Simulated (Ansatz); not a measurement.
# Geometry relaxation, with input and output: CoO (part 1 of 2)

- system: CoO (Pm-3m, 2 atoms in the cell)
- method: DFT PBEsol, scalar-relativistic, plane waves, PAW, no spin polarisation (Ansatz 0.2.0)

The structure was built on a prototype by a generator; it need not be a known phase. It belongs to a series of runs on one base structure; here: no spin polarisation.

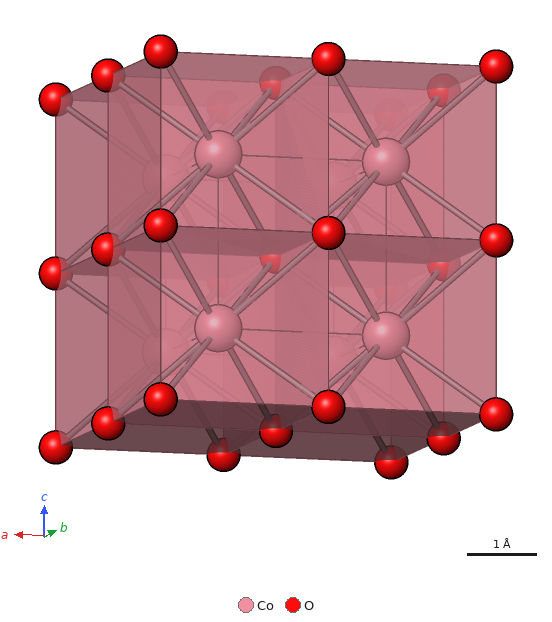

*The input geometry (polyhedral view of the cell of the calculation, seen at an oblique angle; polyhedra are completed across the faces of the cell). An atom can appear more than once, as a periodic image.*

Key numbers

```tsv
quantity	value
outcome	converged
space group (tolerance 0.01 Å)	Pm-3m (221)
electrons treated	23
free energy	−5651.2985 eV
Fermi energy	17.431 eV
gap on the k-point mesh	none (metallic)
pressure	−0.01 GPa
final volume	15.92 Å³
largest force (length of the vector) at the end	under 0.001 eV/Å
final cell	a = 2.516 Å, b = 2.516 Å, c = 2.516 Å, α = 90.00°, β = 90.00°, γ = 90.00°
hardware	1 thread of Arm Neoverse V1, 24 GiB of memory available, shared host
wall time	24 s
peak memory	0.34 GiB
```

Notes

The run has no spin polarisation, so a magnetic state may lie lower.

Input file
```yaml
crystal:
  lattice:
    - [2.5724608895, 0.0, 0.0]
    - [0.0, 2.5724608895, 0.0]
    - [0.0, 0.0, 2.5724608895]
  atoms:
    - { symbol: Co, position: [0.0, 0.0, 0.0] }
    - { symbol: O, position: [0.5, 0.5, 0.5] }
basis:
  ecutwfc: 420
kpoints:
  mp_grid: { grid: [16, 16, 16] }
hamiltonian:
  xc: pbesol
scf:
  occupations: { method: gaussian, width: 0.1 }
  lower_state_search: "off"
output:
  forces: true
  stress: true
  eigenvalues: true
  write_density: true
  write_potential: true
  elf: true
  volumetric_format: npy
relax:
  adjacent_minimum: "off"
  f_tol: 0.01
  max_steps: 60
  cell: { stress_tol: 0.05 }
```

Launched with:
```bash
ansatz run input.yaml --threads 1 --pin off --max-ram 2560MiB --backend cpu --events-out ev --progress --plain --runs-dir out
```

What the program printed
```
Engine: ansatz 0.2.0, aarch64-unknown-linux-gnu
Pseudopotentials: kind: paw
Pseudopotential: Co, paw, valence charge 17, recommended cutoff 420 eV (normal), Co.paw.azcp
Pseudopotential: O, paw, valence charge 6, recommended cutoff 420 eV (normal), O.paw.azcp
Functional definition: PBEsol
  exchange = pbesol_x
  correlation = pbesol_c
Crystal: 2 atoms, lattice volume = 17.023 Å³
Basis set: ecut = 420 eV, 341 PW (Γ), exchange–correlation on 36×36×36 points (8 copies of the dense FFT grid, shifted against one another)
Bands: 16, of which v1, the nominal top of the filled ones, is band 12 counted from 1 (11 counted from 0)
Symmetry: 48 space group operations
Space group: Pm-3m (ITA 221), of the structure as read, at distance tolerance 2.6e-5 Å
k-points: 165 of 4096
Non-local potential: Co, projectors of the file, l = 0: 3, l = 1: 2, l = 2: 3, l = 3: 1
Non-local potential: O, projectors of the file, l = 0: 2, l = 1: 2, l = 2: 1
PAW form: soft (Blöchl's): semilocal exchange-correlation on the pseudo side does not see the compensation charge
PAW frozen core: Co, regenerated for the run's functional, and the local potential with it (the file was generated under x = pbe(κ = 0.804, μ = 0.2195149727645171), c = pbe(β = 0.06672455060314922))
PAW frozen core: O, regenerated for the run's functional, and the local potential with it (the file was generated under x = pbe(κ = 0.804, μ = 0.2195149727645171), c = pbe(β = 0.06672455060314922))
PAW one-centre angular grid: Co, 590 points (default); XC on 64 Gauss nodes
PAW one-centre angular grid: O, 110 points (default); XC on 64 Gauss nodes
Initial density: superposition of atomic densities (neutral atoms: chi_scale 0, normalization atom), corrected by the library's trained network
Initial wavefunctions: pseudopotential atomic-orbital guess
Functional: x = pbesol(κ = 0.804, μ = 0.12345679012345678), c = pbesol(β = 0.046)
SCF iter   1: F=—  HF=-5651.259807 eV  |F-HF|=—  |Δ(HF+E_count)|=         —  Δρ=2.67e-2  dr2=5.08e-2  ethr=1.77e-3  ⟨swp⟩=4.5  Hψ=11106  notcnv=0
preconditioner: auto → none  [metal: Δε(μ)=0.002 eV  Ē_g=12.207 eV  σ=0.100 eV  W_gap=0.01  n_scr=6 (ndim 8)  ℏωp=34.9 eV  f_vac=0.000  D(μ)=4.20/eV (n_scr^D=80)  sad-step TF]
SCF iter   2: F=—  HF=-5651.245512 eV  |F-HF|=—  |Δ(HF+E_count)|=   1.43e-2  Δρ=1.19e-2  dr2=1.25e-2  ethr=2.21e-4  ⟨swp⟩=2.0  Hψ=4554  notcnv=0  defer=6
SCF iter   3: F=—  HF=-5651.241982 eV  |F-HF|=—  |Δ(HF+E_count)|=   3.53e-3  Δρ=1.97e-3  dr2=4.94e-4  ethr=5.42e-5  ⟨swp⟩=2.1  Hψ=3252  notcnv=0  defer=9
SCF iter   4: F=—  HF=-5651.241948 eV  |F-HF|=—  |Δ(HF+E_count)|=   3.35e-5  Δρ=5.31e-4  dr2=2.79e-5  ethr=2.15e-6  ⟨swp⟩=2.0  Hψ=3524  notcnv=0  defer=9
SCF iter   5: F=—  HF=-5651.241870 eV  |F-HF|=—  |Δ(HF+E_count)|=   7.81e-5  Δρ=8.16e-5  dr2=4.33e-7  ethr=1.21e-7  ⟨swp⟩=2.3  Hψ=3476  notcnv=0  defer=9
SCF iter   6: F=-5651.241870 eV  HF=-5651.241870 eV  |F-HF|=1.07e-9  |Δ(HF+E_count)|=   1.43e-7  Δρ=4.67e-6  dr2=1.54e-9  ethr=4.35e-10  ⟨swp⟩=9.0  Hψ=18330  notcnv=0
SCF 1 converged in 6 iterations: F = -5651.241870 eV  dr2 = 1.54e-9
  greatest PAW one-centre occupation: 1.002 electrons in one spin orbital (limit 2), on the Co atom at site 0 (counted from 0), in its partial waves of l = 1
relax step   1: F+E_penalty+E_count = -5651.24187028 eV  Δ(F+E_penalty+E_count) = +0.000e0 eV  max|allowed force component| = 8.447e-30 eV/Å  Δτ_max = 0.0000 Å  P = -15.461 GPa  Ω = 17.023 Å³  (6 SCF iters, dr2 threshold 1.00e-7 eV, accepted)
Crystal: 2 atoms, lattice volume = 16.436 Å³
Initial density: handed on by an earlier stage of this run
Initial wavefunctions: those handed on with the density
iter 1 solved again at ethr=3.82e-5 eV; its pass at ethr=3.10e-3 eV (dr2=8.77e-3 eV) is discarded
SCF iter   1: F=—  HF=-5651.289005 eV  |F-HF|=—  |Δ(HF+E_count)|=         —  Δρ=7.01e-3  dr2=8.71e-3  ethr=3.82e-5  ⟨swp⟩=1.0  Hψ=14828  notcnv=0
preconditioner: auto → none  [metal: Δε(μ)=0.019 eV  Ē_g=12.566 eV  σ=0.100 eV  W_gap=0.11  n_scr=6 (ndim 8)  ℏωp=35.5 eV  f_vac=0.000  D(μ)=4.04/eV (n_scr^D=80)]
SCF iter   2: F=—  HF=-5651.288091 eV  |F-HF|=—  |Δ(HF+E_count)|=   9.14e-4  Δρ=2.85e-3  dr2=1.67e-3  ethr=3.79e-5  ⟨swp⟩=1.0  Hψ=2640  notcnv=0
SCF iter   3: F=—  HF=-5651.287867 eV  |F-HF|=—  |Δ(HF+E_count)|=   2.24e-4  Δρ=6.57e-4  dr2=4.31e-5  ethr=7.27e-6  ⟨swp⟩=1.0  Hψ=2640  notcnv=0
SCF iter   4: F=—  HF=-5651.287802 eV  |F-HF|=—  |Δ(HF+E_count)|=   6.44e-5  Δρ=7.89e-5  dr2=1.20e-7  ethr=1.87e-7  ⟨swp⟩=2.1  Hψ=3605  notcnv=0
iter 5 did not close the SCF: its close was put off for the readings that it lacked (scf_convergence_deferred on its scf_iter line)
SCF iter   5: F=-5651.287802 eV  HF=-5651.287802 eV  |F-HF|=4.17e-9  |Δ(HF+E_count)|=   1.03e-7  Δρ=1.14e-5  dr2=3.55e-9  ethr=5.21e-10  ⟨swp⟩=2.0  Hψ=4490  notcnv=0
SCF iter   6: F=-5651.287802 eV  HF=-5651.287802 eV  |F-HF|=4.55e-12  |Δ(HF+E_count)|=   5.39e-9  Δρ=1.55e-6  dr2=1.35e-10  ethr=1.54e-11  ⟨swp⟩=4.2  Hψ=13375  notcnv=0
SCF 2 converged in 6 iterations: F = -5651.287802 eV  dr2 = 1.35e-10
relax step   2: F+E_penalty+E_count = -5651.28780248 eV  Δ(F+E_penalty+E_count) = -4.593e-2 eV  max|allowed force component| = 4.207e-30 eV/Å  Δτ_max = 0.0000 Å  P = -7.711 GPa  Ω = 16.436 Å³  energy of the carried Pulay correction = +2.974e-3 eV  (6 SCF iters, dr2 threshold 2.00e-7 eV, accepted)
Crystal: 2 atoms, lattice volume = 15.890 Å³
Basis set: ecut = 420 eV, 305 PW (Γ), exchange–correlation on 36×36×36 points (8 copies of the dense FFT grid, shifted against one another)
iter 1 solved again at ethr=3.06e-5 eV; its pass at ethr=3.10e-3 eV (dr2=7.03e-3 eV) is discarded
SCF iter   1: F=—  HF=-5651.303577 eV  |F-HF|=—  |Δ(HF+E_count)|=         —  Δρ=6.49e-3  dr2=6.98e-3  ethr=3.06e-5  ⟨swp⟩=1.0  Hψ=14871  notcnv=0
preconditioner: auto → none  [metal: Δε(μ)=0.005 eV  Ē_g=12.914 eV  σ=0.100 eV  W_gap=0.03  n_scr=6 (ndim 8)  ℏωp=36.1 eV  f_vac=0.000  D(μ)=3.86/eV (n_scr^D=80)]
SCF iter   2: F=—  HF=-5651.302826 eV  |F-HF|=—  |Δ(HF+E_count)|=   7.51e-4  Δρ=2.52e-3  dr2=1.26e-3  ethr=3.03e-5  ⟨swp⟩=1.0  Hψ=2640  notcnv=0
SCF iter   3: F=—  HF=-5651.302657 eV  |F-HF|=—  |Δ(HF+E_count)|=   1.69e-4  Δρ=7.32e-4  dr2=5.31e-5  ethr=5.50e-6  ⟨swp⟩=1.0  Hψ=2640  notcnv=0
SCF iter   4: F=—  HF=-5651.302602 eV  |F-HF|=—  |Δ(HF+E_count)|=   5.47e-5  Δρ=7.36e-5  dr2=7.95e-8  ethr=2.31e-7  ⟨swp⟩=2.2  Hψ=3551  notcnv=0
iter 5 did not close the SCF: its close was put off for the readings that it lacked (scf_convergence_deferred on its scf_iter line)
SCF iter   5: F=-5651.302602 eV  HF=-5651.302602 eV  |F-HF|=4.62e-9  |Δ(HF+E_count)|=   8.49e-8  Δρ=9.94e-6  dr2=7.24e-9  ethr=3.46e-10  ⟨swp⟩=2.0  Hψ=4380  notcnv=0
SCF iter   6: F=-5651.302602 eV  HF=-5651.302602 eV  |F-HF|=9.09e-11  |Δ(HF+E_count)|=   1.53e-9  Δρ=1.62e-6  dr2=6.57e-11  ethr=3.15e-11  ⟨swp⟩=5.1  Hψ=13008  notcnv=0
SCF 3 converged in 6 iterations: F = -5651.302602 eV  dr2 = 6.57e-11
relax step   3: F+E_penalty+E_count = -5651.30260232 eV  Δ(F+E_penalty+E_count) = -1.480e-2 eV  max|allowed force component| = 2.367e-30 eV/Å  Δτ_max = 0.0000 Å  P = +0.961 GPa  Ω = 15.890 Å³  energy of the carried Pulay correction = +5.830e-3 eV  (6 SCF iters, dr2 threshold 2.00e-7 eV, accepted)
Crystal: 2 atoms, lattice volume = 15.949 Å³
iter 1 solved again at ethr=4.11e-7 eV; its pass at ethr=3.10e-3 eV (dr2=9.45e-5 eV) is discarded
SCF iter   1: F=—  HF=-5651.302508 eV  |F-HF|=—  |Δ(HF+E_count)|=         —  Δρ=7.05e-4  dr2=8.20e-5  ethr=4.11e-7  ⟨swp⟩=2.1  Hψ=14174  notcnv=0
preconditioner: auto → none  [metal: Δε(μ)=0.002 eV  Ē_g=12.884 eV  σ=0.100 eV  W_gap=0.01  n_scr=6 (ndim 8)  ℏωp=36.0 eV  f_vac=0.000  D(μ)=3.90/eV (n_scr^D=80)]
SCF iter   2: F=—  HF=-5651.302459 eV  |F-HF|=—  |Δ(HF+E_count)|=   4.91e-5  Δρ=2.67e-4  dr2=1.43e-5  ethr=3.57e-7  ⟨swp⟩=1.0  Hψ=2640  notcnv=0
SCF iter   3: F=—  HF=-5651.302457 eV  |F-HF|=—  |Δ(HF+E_count)|=   1.90e-6  Δρ=8.31e-5  dr2=6.89e-7  ethr=6.22e-8  ⟨swp⟩=1.0  Hψ=2640  notcnv=0
iter 4 did not close the SCF: its close was put off for the readings that it lacked (scf_convergence_deferred on its scf_iter line)
SCF iter   4: F=-5651.302457 eV  HF=-5651.302457 eV  |F-HF|=7.87e-10  |Δ(HF+E_count)|=   1.33e-7  Δρ=8.16e-6  dr2=8.66e-10  ethr=2.99e-9  ⟨swp⟩=2.2  Hψ=3581  notcnv=0
iter 5 did not close the SCF: its close was put off for the readings that it lacked (scf_convergence_deferred on its scf_iter line)
SCF iter   5: F=-5651.302457 eV  HF=-5651.302457 eV  |F-HF|=2.91e-11  |Δ(HF+E_count)|=   1.04e-9  Δρ=1.05e-6  dr2=6.36e-11  ethr=3.77e-12  ⟨swp⟩=2.0  Hψ=4522  notcnv=0
SCF iter   6: F=-5651.302457 eV  HF=-5651.302457 eV  |F-HF|=1.82e-12  |Δ(HF+E_count)|=  2.73e-11  Δρ=1.86e-7  dr2=9.39e-13  ethr=1.00e-12  ⟨swp⟩=4.0  Hψ=11246  notcnv=0
SCF 4 converged in 6 iterations: F = -5651.302457 eV  dr2 = 9.39e-13
relax step   4: F+E_penalty+E_count = -5651.30245695 eV  Δ(F+E_penalty+E_count) = +1.454e-4 eV  max|allowed force component| = 3.155e-30 eV/Å  Δτ_max = 0.0000 Å  P = -0.049 GPa  Ω = 15.949 Å³  energy of the carried Pulay correction = +5.518e-3 eV  (6 SCF iters, dr2 threshold 2.00e-7 eV, accepted)
Initial wavefunctions: pseudopotential atomic-orbital guess (no wavefunctions were taken with the density)
iter 1 solved again at ethr=4.83e-8 eV; its pass at ethr=3.10e-3 eV (dr2=1.11e-5 eV) is discarded
SCF iter   1: F=—  HF=-5651.298510 eV  |F-HF|=—  |Δ(HF+E_count)|=         —  Δρ=6.20e-4  dr2=9.23e-6  ethr=4.83e-8  ⟨swp⟩=3.0  Hψ=18655  notcnv=0
preconditioner: auto → none  [metal: Δε(μ)=0.001 eV  Ē_g=12.884 eV  σ=0.100 eV  W_gap=0.00  n_scr=6 (ndim 8)  ℏωp=36.0 eV  f_vac=0.000  D(μ)=3.90/eV (n_scr^D=80)]
SCF iter   2: F=—  HF=-5651.298475 eV  |F-HF|=—  |Δ(HF+E_count)|=   3.48e-5  Δρ=2.79e-4  dr2=1.51e-6  ethr=4.01e-8  ⟨swp⟩=2.0  Hψ=3473  notcnv=0
SCF iter   3: F=—  HF=-5651.298470 eV  |F-HF|=—  |Δ(HF+E_count)|=   5.68e-6  Δρ=2.47e-5  dr2=1.51e-8  ethr=6.56e-9  ⟨swp⟩=2.0  Hψ=3398  notcnv=0
SCF iter   4: F=—  HF=-5651.298470 eV  |F-HF|=—  |Δ(HF+E_count)|=   2.02e-8  Δρ=1.33e-6  dr2=1.22e-10  ethr=6.58e-11  ⟨swp⟩=2.7  Hψ=3945  notcnv=0
SCF iter   5: F=—  HF=-5651.298470 eV  |F-HF|=—  |Δ(HF+E_count)|=  6.37e-12  Δρ=7.75e-7  dr2=4.55e-11  ethr=1.00e-12  ⟨swp⟩=2.6  Hψ=4530  notcnv=0
SCF iter   6: F=-5651.298470 eV  HF=-5651.298470 eV  |F-HF|=0.00e0  |Δ(HF+E_count)|=  1.36e-11  Δρ=6.04e-8  dr2=3.28e-13  ethr=1.00e-12  ⟨swp⟩=5.2  Hψ=10574  notcnv=0
SCF 5 converged in 6 iterations: F = -5651.298470 eV  dr2 = 3.28e-13
relax step   5: F+E_penalty+E_count = -5651.29846968 eV  Δ(F+E_penalty+E_count) = +3.987e-3 eV  max|allowed force component| = 5.391e-30 eV/Å  Δτ_max = 0.0000 Å  P = -0.467 GPa  Ω = 15.949 Å³  stress off target by 4.67e-1 GPa  SCF on the basis re-selected at this cell (its energy is not comparable with the rows above)  (6 SCF iters)
basis re-selected at this cell: Δ(F+E_penalty+E_count) = +3.987e-3 eV, ΔP = -0.418 GPa vs the last step (what re-selecting the basis moved, of the pressure what is left beyond the Pulay correction that the steps carried, after the strain that the cell walked since its last selection, with what the two solves' SCF thresholds leave and, on support functions, any second-order correction that the steps lacked; it is no measure of the basis error at this ecutwfc). This SCF's stress stands 4.67e-1 GPa from its target on what of the cell is left free (relax.cell.stress_tol is 5.00e-2 GPa) and its largest allowed force component is 5.39e-30 eV/Å (relax.f_tol is 1.00e-2 eV/Å): not within both, so this SCF does not close the relaxation
Crystal: 2 atoms, lattice volume = 15.921 Å³
iter 1 solved again at ethr=8.55e-8 eV; its pass at ethr=3.10e-3 eV (dr2=1.97e-5 eV) is discarded
SCF iter   1: F=—  HF=-5651.298694 eV  |F-HF|=—  |Δ(HF+E_count)|=         —  Δρ=3.24e-4  dr2=1.72e-5  ethr=8.55e-8  ⟨swp⟩=2.3  Hψ=14178  notcnv=0
preconditioner: auto → none  [metal: Δε(μ)=0.004 eV  Ē_g=12.896 eV  σ=0.100 eV  W_gap=0.02  n_scr=6 (ndim 8)  ℏωp=36.0 eV  f_vac=0.000  D(μ)=3.89/eV (n_scr^D=80)]
SCF iter   2: F=—  HF=-5651.298652 eV  |F-HF|=—  |Δ(HF+E_count)|=   4.18e-5  Δρ=1.23e-4  dr2=3.03e-6  ethr=7.49e-8  ⟨swp⟩=1.0  Hψ=2640  notcnv=0
iter 3 did not close the SCF: its close was put off for the readings that it lacked (scf_convergence_deferred on its scf_iter line)
SCF iter   3: F=-5651.298651 eV  HF=-5651.298651 eV  |F-HF|=1.38e-7  |Δ(HF+E_count)|=   4.08e-7  Δρ=3.84e-5  dr2=1.49e-7  ethr=1.32e-8  ⟨swp⟩=1.0  Hψ=2640  notcnv=0
iter 4 did not close the SCF: its close was put off for the readings that it lacked (scf_convergence_deferred on its scf_iter line)
SCF iter   4: F=-5651.298651 eV  HF=-5651.298651 eV  |F-HF|=1.86e-10  |Δ(HF+E_count)|=   2.86e-8  Δρ=3.79e-6  dr2=1.81e-10  ethr=6.50e-10  ⟨swp⟩=2.2  Hψ=3550  notcnv=0
iter 5 did not close the SCF: its close was put off for the readings that it lacked (scf_convergence_deferred on its scf_iter line)
SCF iter   5: F=-5651.298651 eV  HF=-5651.298651 eV  |F-HF|=0.00e0  |Δ(HF+E_count)|=  1.62e-10  Δρ=4.43e-7  dr2=8.86e-12  ethr=1.00e-12  ⟨swp⟩=2.0  Hψ=4400  notcnv=0
SCF iter   6: F=-5651.298651 eV  HF=-5651.298651 eV  |F-HF|=2.73e-12  |Δ(HF+E_count)|=  6.37e-12  Δρ=7.21e-8  dr2=1.88e-13  ethr=1.00e-12  ⟨swp⟩=3.9  Hψ=10564  notcnv=0
SCF 6 converged in 6 iterations: F = -5651.298651 eV  dr2 = 1.88e-13
relax step   6: F+E_penalty+E_count = -5651.29865131 eV  Δ(F+E_penalty+E_count) = -1.816e-4 eV  max|allowed force component| = 1.282e-30 eV/Å  Δτ_max = 0.0000 Å  P = +0.000 GPa  Ω = 15.921 Å³  energy of the carried Pulay correction = +1.419e-4 eV  (6 SCF iters, dr2 threshold 2.00e-7 eV, accepted)
iter 1 solved again at ethr=4.66e-9 eV; its pass at ethr=3.10e-3 eV (dr2=1.07e-6 eV) is discarded
```
